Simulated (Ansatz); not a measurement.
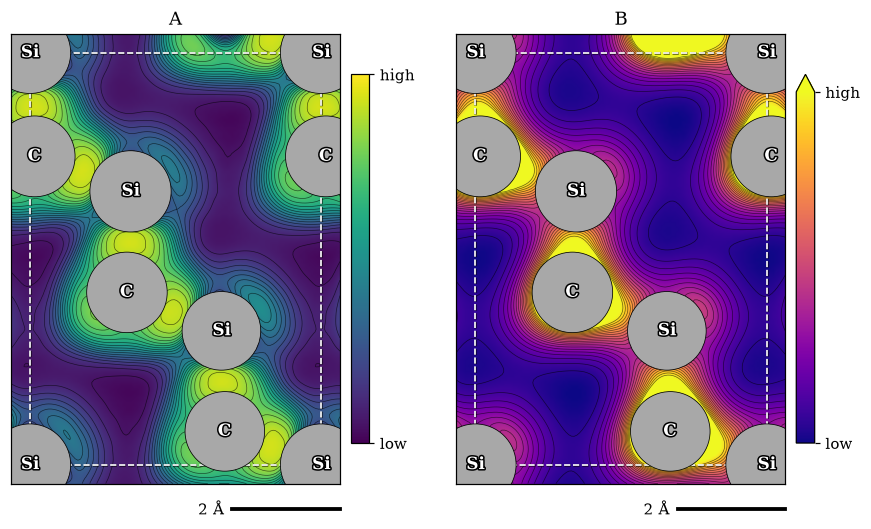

Si$_{8}$C$_{3}$ (interface cell): 2 fields on the (001) plane of the calculation cell, with unlabelled colour scales. Grey discs cover the atomic cores.

Method: DFT LDA, scalar-relativistic, plane waves, PAW (Ansatz 0.2.0).

```xyz
44
Lattice="5.4019 0.0000 0.0000 0.0000 7.6395 0.0000 0.0000 0.0000 15.7145" Properties=species:S:1:pos:R:3 pbc="T T T"
Si    4.1842    0.3915    0.2830
Si    3.4761    4.4962    0.2544
Si    0.4665    2.0078    0.3006
Si    5.3269    5.9648    0.2549
Si    1.6015    2.1679    2.3030
Si    1.4734    5.8762    2.0929
Si    2.8975    4.0530    2.4189
Si    2.8032    0.1864    2.1084
Si    4.3597    4.0380    4.2522
Si    4.3733    0.1017    3.8915
Si    0.3624    5.8808    4.1273
Si    0.1881    2.0833    4.1159
Si    1.8010    5.8643    6.0254
Si    1.7494    2.0402    5.8654
Si    3.0261    0.1678    5.7257
Si    3.1081    3.8932    6.2418
Si    4.3288    0.2123    7.5830
Si    4.8278    3.6634    7.9690
Si    0.6816    1.6328    7.8423
Si    0.1988    5.9151    7.6699
Si    5.0893    5.6509    9.8896
Si    1.4597    3.0602   10.0276
Si    3.2686    0.4013    9.6479
C     5.1622    3.7778    9.8572
C     1.5399    1.2778    9.5752
C     3.3540    6.2257    9.8643
Si    0.6225    0.5304   11.1564
Si    2.4620    5.5979   11.2794
Si    4.2787    3.0365   11.3096
C     0.6973    6.2794   11.3203
C     2.5174    3.7111   11.3564
C     4.2364    1.1558   11.1597
Si    1.6569    3.0284   12.9198
Si    3.3423    0.4416   12.6771
Si    5.1922    5.5993   12.8317
C     1.5905    1.1546   12.6712
C     3.4057    6.2163   12.7924
C     5.2808    3.6773   12.8309
Si    2.4800    5.5881   14.2586
Si    4.3935    2.8714   14.2708
Si    0.6851    0.5237   14.1765
C     2.6966    3.6905   14.3434
C     4.2317    0.9991   14.1666
C     0.7553    6.2618   14.3147
```

> The panels show electron localisation function and valence pseudo-density in some order. Assign them.

Panel A: electron localisation function. Panel B: valence pseudo-density. From the grid: Si–C (1.87 Å): the density is about 0.9 e/Å³ at the midpoint; the ELF peaks at about 0.95 between the atoms; localised, covalent bonding.
